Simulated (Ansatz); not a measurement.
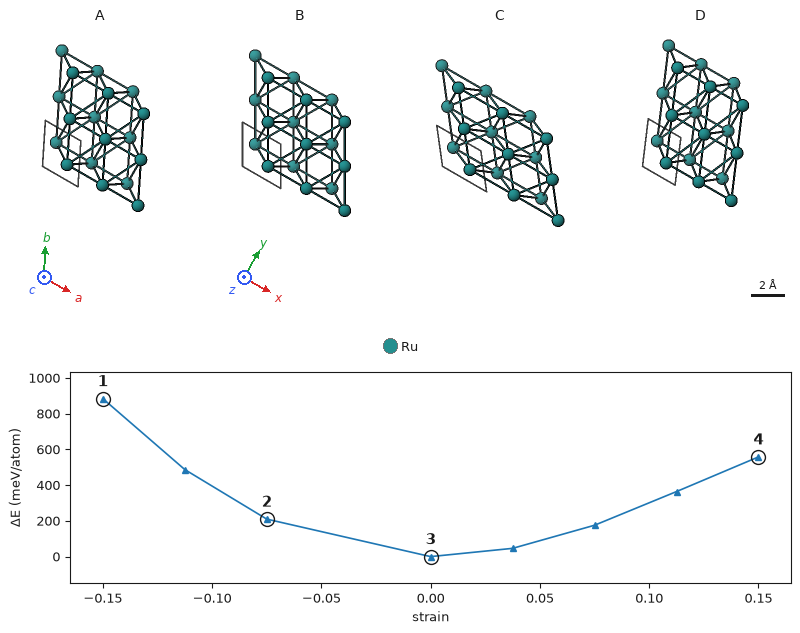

A scan of solid Ru (P6_3/mmc): the cell is strained along x and oppositely along y, with the atoms kept at their fractional coordinates. x, y and z are the Cartesian axes of the input. The frames are shuffled; the numbered points of the plot belong to them. The picture is a ball-and-stick view of the cell of the calculation, repeated 3 × 3 × 2 with one cell outlined, seen along the c axis.

Computed with DFT PBEsol, scalar-relativistic, plane waves, PAW (Ansatz 0.2.0). Settings: plane-wave cutoff 420 eV; k-point mesh 24 × 24 × 12; occupations gaussian; smearing width 0.15 eV; no spin polarisation. Energies (free energies at the smearing named) are counted from the cell as listed in its source, which wasn't relaxed.

Question: Which frame belongs to which numbered point?

Answer: Point 1 is frame D (the strain −0.15, 884 meV/atom); 2 is frame A (the strain −0.075, 210 meV/atom); 3 is frame B (the strain 0.00, 0 meV/atom); 4 is frame C (the strain 0.15, 558 meV/atom). Of the computed points the lowest is at the strain 0.00, 0 meV/atom. At the ends of the scan the energy is 884 meV/atom (−0.15) and 558 meV/atom (0.15). The unrelaxed reference is under a pressure of −6.3 GPa. The distortion takes the space group from P6_3/mmc to Cmcm. At the strain −0.15 the cell of the drawing goes a 2.706 → 2.300 Å, b 2.706 → 2.930 Å, γ 120.0° → 113.1°.
